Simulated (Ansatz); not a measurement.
**ZrS$_{2}$: single-point calculation (part 2 of 2)**

Continued. System: ZrS$_{2}$ (P-3m1, 54 atoms in the cell). Method: DFT PBE, scalar-relativistic, plane waves, PAW, no spin polarisation (Ansatz 0.2.0); cutoff 420 eV, 3×3×1 k-mesh, Gaussian smearing of 0.05 eV. The structure derives from a Materials Project entry.

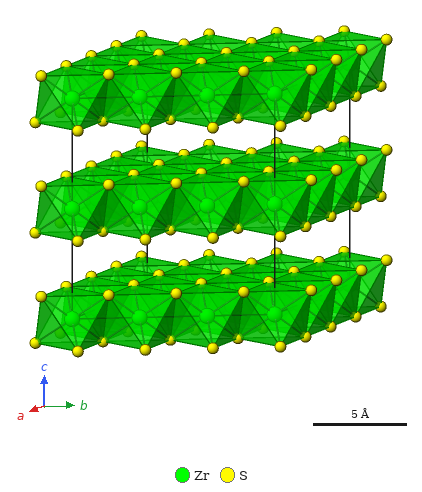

The input geometry (polyhedral view of the cell of the calculation, seen slightly off an axis; polyhedra are completed across the faces of the cell). An atom can appear more than once, as a periodic image.

What the program printed, continued
```
--- Forces (eV/Å), atoms counted from 1 ---
  atom   1  Zr     0.00000000     0.00000000     0.00000000
  atom   2  Zr     0.00000000    -0.00000000     0.00000000
  atom   3  Zr     0.00000000     0.00000000     0.00000000
  atom   4  Zr    -0.00000000     0.00000000     0.00000000
  atom   5  Zr    -0.00000000    -0.00000000     0.00000000
  atom   6  Zr     0.00000000     0.00000000    -0.00000000
  atom   7  Zr    -0.00000000     0.00000000     0.00000000
  atom   8  Zr     0.00000000    -0.00000000    -0.00000000
  atom   9  Zr     0.00000000     0.00000000    -0.00000000
  atom  10  Zr     0.00000000     0.00000000     0.00000000
  atom  11  Zr     0.00000000     0.00000000     0.00000000
  atom  12  Zr     0.00000000     0.00000000    -0.00000000
  atom  13  Zr     0.00000000     0.00000000     0.00000000
  atom  14  Zr     0.00000000     0.00000000    -0.00000000
  atom  15  Zr     0.00000000     0.00000000     0.00000000
  atom  16  Zr    -0.00000000    -0.00000000    -0.00000000
  atom  17  Zr    -0.00000000    -0.00000000    -0.00000000
  atom  18  Zr    -0.00000000    -0.00000000    -0.00000000
  atom  19  S     -0.00000000    -0.00000000    -0.03913947
  atom  20  S     -0.00000000    -0.00000000    -0.03913947
  atom  21  S     -0.00000000    -0.00000000    -0.03913947
  atom  22  S     -0.00000000    -0.00000000    -0.03913947
  atom  23  S     -0.00000000    -0.00000000    -0.03913947
  atom  24  S     -0.00000000    -0.00000000    -0.03913947
  atom  25  S     -0.00000000    -0.00000000    -0.03913947
  atom  26  S     -0.00000000    -0.00000000    -0.03913947
  atom  27  S     -0.00000000    -0.00000000    -0.03913947
  atom  28  S     -0.00000000    -0.00000000    -0.03913947
  atom  29  S     -0.00000000    -0.00000000    -0.03913947
  atom  30  S     -0.00000000    -0.00000000    -0.03913947
  atom  31  S     -0.00000000    -0.00000000    -0.03913947
  atom  32  S     -0.00000000    -0.00000000    -0.03913947
  atom  33  S     -0.00000000    -0.00000000    -0.03913947
  atom  34  S     -0.00000000    -0.00000000    -0.03913947
  atom  35  S     -0.00000000    -0.00000000    -0.03913947
  atom  36  S     -0.00000000    -0.00000000    -0.03913947
  atom  37  S     -0.00000000     0.00000000     0.03913947
  atom  38  S     -0.00000000     0.00000000     0.03913947
  atom  39  S     -0.00000000     0.00000000     0.03913947
  atom  40  S     -0.00000000     0.00000000     0.03913947
  atom  41  S     -0.00000000     0.00000000     0.03913947
  atom  42  S     -0.00000000     0.00000000     0.03913947
  atom  43  S     -0.00000000     0.00000000     0.03913947
  atom  44  S     -0.00000000     0.00000000     0.03913947
  atom  45  S     -0.00000000     0.00000000     0.03913947
  atom  46  S     -0.00000000     0.00000000     0.03913947
  atom  47  S     -0.00000000     0.00000000     0.03913947
  atom  48  S     -0.00000000     0.00000000     0.03913947
  atom  49  S     -0.00000000     0.00000000     0.03913947
  atom  50  S     -0.00000000     0.00000000     0.03913947
  atom  51  S     -0.00000000     0.00000000     0.03913947
  atom  52  S     -0.00000000     0.00000000     0.03913947
  atom  53  S     -0.00000000     0.00000000     0.03913947
  atom  54  S     -0.00000000     0.00000000     0.03913947
  max |Σ_I F_I| component: 1.42e-16 eV/Å
--- Band table (eV) ---
  k-point 0: bands = ["-42.5476", "-42.5476", "-42.5345", "-42.5345", "-42.5345", "-42.5345", "-42.5345", "-42.5345", "-42.5345", "-42.5345", "-42.5345", "-42.5345", "-42.5345", "-42.5345", "-42.5280", "-42.5280", "-42.5280", "-42.5280", "-20.6447", "-20.6447", "-20.6447", "-20.6447", "-20.6447", "-20.6447", "-20.6446", "-20.6446", "-20.6446", "-20.6446", "-20.6446", "-20.6446", "-20.6275", "-20.6275", "-20.6275", "-20.6275", "-20.6274", "-20.6274", "-20.6274", "-20.6274", "-20.6058", "-20.6055",
      "-20.5645", "-20.5645", "-20.5645", "-20.5645", "-20.5645", "-20.5645", "-20.5643", "-20.5643", "-20.5643", "-20.5643", "-20.5643", "-20.5643", "-20.5449", "-20.5449", "-20.5448", "-20.5448", "-20.4987", "-20.4987", "-20.4987", "-20.4987", "-20.4987", "-20.4987", "-20.4987", "-20.4987", "-20.4987", "-20.4987", "-20.4987", "-20.4987", "-20.4584", "-20.4584", "-20.4584", "-20.4584", "-6.1373", "-5.9514", "-5.3285", "-5.3285", "-5.3285", "-5.3285", "-5.3285", "-5.3285",
      "-5.2708", "-5.2708", "-5.2708", "-5.2708", "-5.2708", "-5.2708", "-5.0257", "-4.9469", "-4.9469", "-4.9469", "-4.9469", "-4.9469", "-4.9469", "-4.9031", "-4.9031", "-4.9031", "-4.9031", "-4.9010", "-4.9010", "-4.9010", "-4.9010", "-4.8880", "-4.8880", "-4.8880", "-4.8880", "-4.8880", "-4.8880", "-4.7413", "2.2357", "2.6153", "2.6153", "2.6153", "2.6153", "2.6153", "2.6153", "2.8260", "2.8260", "2.8260", "2.8260", "2.8260",
      "2.8260", "3.0481", "3.0481", "3.0481", "3.0481", "3.1247", "3.1256", "3.1256", "3.1734", "3.1734", "3.1734", "3.1734", "3.1908", "3.1908", "3.1908", "3.1908", "3.1908", "3.1908", "3.4004", "3.4004", "3.5498", "3.5498", "3.5498", "3.5498", "3.5498", "3.5498", "3.6631", "3.6631", "3.6745", "3.6745", "3.6745", "3.6745", "3.6745", "3.6745", "3.6905", "3.6905", "3.9402", "3.9402", "3.9402", "3.9402",
      "3.9402", "3.9402", "4.0048", "4.0048", "4.0048", "4.0048", "4.0048", "4.0048", "4.4027", "4.4027", "4.4027", "4.4027", "4.4027", "4.4027", "4.4636", "4.4636", "4.4636", "4.4636", "4.5908", "4.5908", "4.6912", "4.6912", "4.6912", "4.6912", "4.8637", "5.0190", "5.0190", "5.2958", "5.2958", "5.2958", "5.2958", "5.2958", "5.2958", "5.3943", "5.3943", "5.3943", "5.3943", "5.3943", "5.3943", "5.5380",
      "5.5380", "5.5380", "5.5380", "5.5380", "5.5380", "5.6611", "5.6611", "5.6611", "5.6611", "5.6611", "5.6611", "6.2466", "6.2466", "6.3436", "6.3436", "6.3862", "7.6665", "7.6665", "7.6665", "7.6665", "7.6665", "7.6665", "7.7796", "7.7796", "7.7796", "7.7796", "7.7796", "7.7796", "7.9960", "7.9960", "8.0216", "8.0216", "8.6309", "8.6309", "8.7268", "8.7268", "8.8659", "9.1827", "9.3684", "9.3684",
      "9.3684", "9.3684", "9.4206", "9.4206", "9.4206", "9.4206", "9.4206", "9.4206", "9.4726", "9.4726"]
  k-point 1: bands = ["-42.5455", "-42.5455", "-42.5404", "-42.5404", "-42.5364", "-42.5364", "-42.5364", "-42.5364", "-42.5316", "-42.5316", "-42.5316", "-42.5316", "-42.5307", "-42.5307", "-42.5290", "-42.5290", "-42.5290", "-42.5290", "-20.6974", "-20.6973", "-20.6706", "-20.6706", "-20.6705", "-20.6705", "-20.6652", "-20.6652", "-20.6652", "-20.6652", "-20.6089", "-20.6089", "-20.6089", "-20.6089", "-20.5996", "-20.5992", "-20.5844", "-20.5841", "-20.5725", "-20.5725", "-20.5724", "-20.5724",
      "-20.5711", "-20.5711", "-20.5709", "-20.5709", "-20.5608", "-20.5608", "-20.5559", "-20.5559", "-20.5557", "-20.5557", "-20.5526", "-20.5524", "-20.5476", "-20.5476", "-20.5474", "-20.5474", "-20.5223", "-20.5223", "-20.5222", "-20.5222", "-20.5104", "-20.5104", "-20.5016", "-20.5016", "-20.5015", "-20.5015", "-20.4879", "-20.4879", "-20.4807", "-20.4807", "-20.4648", "-20.4647", "-6.0141", "-5.8314", "-5.6911", "-5.5256", "-5.4307", "-5.4307", "-5.2924", "-5.2924",
      "-5.2468", "-5.1913", "-5.1867", "-5.1867", "-5.1660", "-5.1660", "-5.0516", "-5.0495", "-5.0495", "-5.0481", "-5.0481", "-5.0360", "-5.0068", "-5.0068", "-4.8970", "-4.8970", "-4.8707", "-4.8707", "-4.8630", "-4.8630", "-4.8471", "-4.8421", "-4.8421", "-4.8194", "-4.8194", "-4.7833", "-4.7728", "-4.7109", "2.1467", "2.2602", "2.4009", "2.4699", "2.4699", "2.6119", "2.6119", "2.6491", "2.6491", "2.7005", "2.7005", "2.8269",
      "2.8437", "2.8437", "2.9354", "3.0853", "3.0853", "3.1235", "3.1235", "3.1391", "3.1391", "3.2461", "3.2622", "3.2622", "3.2724", "3.2724", "3.3160", "3.3394", "3.3916", "3.4224", "3.4224", "3.4602", "3.4624", "3.4624", "3.5415", "3.5616", "3.5616", "3.7395", "3.7621", "3.7624", "3.8445", "3.8445", "3.8890", "3.9011", "3.9053", "3.9484", "3.9484", "3.9645", "3.9645", "3.9655", "3.9655", "3.9719",
      "3.9719", "3.9948", "4.0735", "4.0735", "4.0871", "4.1503", "4.1503", "4.3021", "4.3021", "4.3027", "4.3094", "4.3094", "4.3135", "4.3921", "4.3921", "4.4567", "4.4567", "4.4802", "4.4802", "4.5061", "4.6315", "4.6315", "4.8340", "4.8340", "4.8856", "4.9620", "4.9620", "4.9868", "4.9868", "5.0132", "5.0132", "5.1073", "5.1073", "5.1737", "5.1737", "5.2548", "5.2548", "5.2651", "5.2869", "5.4459",
      "5.5315", "5.5420", "5.5420", "5.5425", "5.5591", "5.5860", "5.6151", "5.7500", "5.7723", "5.7723", "5.9055", "5.9055", "5.9443", "6.0183", "6.2101", "6.4359", "7.4924", "7.6487", "7.9187", "7.9271", "7.9271", "7.9867", "8.0685", "8.0685", "8.0741", "8.1176", "8.1722", "8.1722", "8.2040", "8.2040", "8.3921", "8.4082", "8.4257", "8.4257", "8.5273", "8.5273", "8.9659", "8.9659", "8.9965", "9.0110",
      "9.0299", "9.0299", "9.0420", "9.2824", "9.2824", "9.3547", "9.3890", "9.3890", "9.4125", "9.4254"]
  k-point 2: bands = ["-42.5419", "-42.5419", "-42.5419", "-42.5419", "-42.5419", "-42.5419", "-42.5319", "-42.5319", "-42.5319", "-42.5319", "-42.5319", "-42.5319", "-42.5296", "-42.5296", "-42.5296", "-42.5296", "-42.5296", "-42.5296", "-20.6947", "-20.6947", "-20.6947", "-20.6946", "-20.6946", "-20.6946", "-20.6472", "-20.6472", "-20.6472", "-20.6472", "-20.6472", "-20.6472", "-20.5885", "-20.5885", "-20.5885", "-20.5882", "-20.5882", "-20.5882", "-20.5591", "-20.5591", "-20.5591", "-20.5589",
      "-20.5589", "-20.5589", "-20.5496", "-20.5496", "-20.5496", "-20.5494", "-20.5494", "-20.5494", "-20.5381", "-20.5381", "-20.5381", "-20.5381", "-20.5381", "-20.5381", "-20.5369", "-20.5369", "-20.5369", "-20.5368", "-20.5368", "-20.5368", "-20.5307", "-20.5307", "-20.5307", "-20.5307", "-20.5307", "-20.5307", "-20.4785", "-20.4785", "-20.4785", "-20.4785", "-20.4785", "-20.4785", "-5.7895", "-5.7895", "-5.7895", "-5.6150", "-5.6150", "-5.6150", "-5.1906", "-5.1906",
      "-5.1906", "-5.1329", "-5.1329", "-5.1329", "-5.1166", "-5.1166", "-5.1166", "-5.0541", "-5.0541", "-5.0541", "-5.0524", "-5.0524", "-5.0524", "-5.0063", "-5.0063", "-5.0063", "-4.9453", "-4.9453", "-4.9453", "-4.8267", "-4.8267", "-4.8267", "-4.7759", "-4.7759", "-4.7759", "-4.7050", "-4.7050", "-4.7050", "2.2175", "2.2175", "2.2175", "2.3025", "2.3025", "2.3025", "2.7102", "2.7102", "2.7102", "2.8730", "2.8730", "2.8730",
      "2.9279", "2.9279", "2.9279", "2.9978", "2.9978", "2.9978", "3.0395", "3.0395", "3.0395", "3.2673", "3.2673", "3.2673", "3.3464", "3.3464", "3.3464", "3.4125", "3.4125", "3.4125", "3.4298", "3.4298", "3.4298", "3.5318", "3.5318", "3.5318", "3.7245", "3.7245", "3.7245", "3.8218", "3.8218", "3.8218", "3.8227", "3.8227", "3.8227", "4.0152", "4.0152", "4.0152", "4.1219", "4.1219", "4.1219", "4.1362",
      "4.1362", "4.1362", "4.1489", "4.1489", "4.1489", "4.2437", "4.2437", "4.2437", "4.2530", "4.2530", "4.2530", "4.3820", "4.3820", "4.3820", "4.4418", "4.4418", "4.4418", "4.5864", "4.5864", "4.5864", "4.7830", "4.7830", "4.7830", "4.7869", "4.7869", "4.7869", "4.8961", "4.8961", "4.8961", "4.9056", "4.9056", "4.9056", "5.0238", "5.0238", "5.0238", "5.3838", "5.3838", "5.3838", "5.4525", "5.4525",
      "5.4525", "5.5053", "5.5053", "5.5053", "5.5094", "5.5094", "5.5094", "5.5184", "5.5184", "5.5184", "5.6991", "5.6991", "5.6991", "6.3451", "6.3451", "6.3451", "7.8029", "7.8029", "7.8029", "8.0124", "8.0124", "8.0124", "8.3689", "8.3689", "8.3689", "8.4338", "8.4338", "8.4338", "8.4400", "8.4400", "8.4400", "8.4764", "8.4764", "8.4764", "8.5448", "8.5448", "8.5448", "8.5910", "8.5910", "8.5910",
      "8.8182", "8.8182", "8.8182", "9.2057", "9.2057", "9.2057", "9.3251", "9.3251", "9.3251", "9.6311"]
```

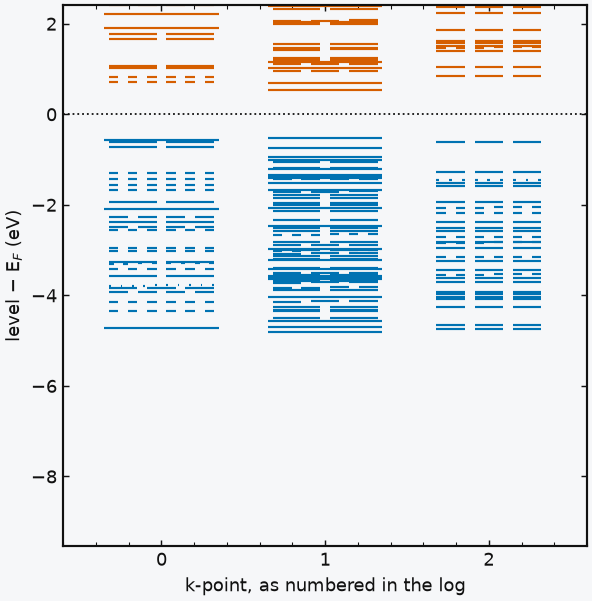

Kohn–Sham levels near the Fermi level (dotted) at the few k-points that the log prints; levels within 0.02 eV of each other stand side by side. Among these points the highest filled and lowest empty levels are 1.06 eV apart, which is the gap on the mesh.

Summary

- outcome: converged
- space group (tolerance 0.01 Å): P-3m1 (164)
- electrons treated: 432
- free energy: −107867.3938 eV
- Fermi energy: 6.964 eV
- gap on the k-point mesh: 1.06 eV
- largest force (length of the vector): 0.039 eV/Å
- wall time: 7.7 s (CPU time 59 s)
- peak memory: 5 GiB

Warnings of the run: the structure was made exactly symmetric.
